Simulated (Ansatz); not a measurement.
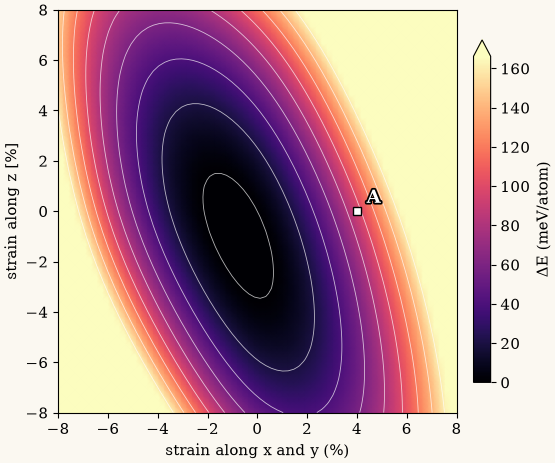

HfN (F-43m, No. 216; 2 atoms in the cell). The cell is strained homogeneously, by one strain along x and y and another along z, with fractional coordinates fixed (x, y and z along the cube axes). Coordinates scanned: (1) strain along x and y; (2) strain along z. Grid: 5 × 5 points. Points are written as (first, second). All energies are given in meV/atom relative to the lowest grid point. The reference cell is the one listed in the database, not relaxed at this level. The calculation used Ansatz, DFT PBEsol, scalar-relativistic, plane waves, PAW. Settings: cutoff 420 eV, k-mesh 16×16×16, gaussian smearing 0.15 eV, no spin polarisation.

In the figure: a smooth colour map with a few white contour lines, one colour for all values above the top of the scale, the point A. Between grid points the surface is interpolated.

Q: Is A at rest? If not, where is it pushed?

A: A, at (4 %, 0 %), is not a stationary point. The computed force is 37 meV/atom for each 1 % towards smaller values of strain along x and y and 13 meV/atom for each 1 % towards smaller values of strain along z.
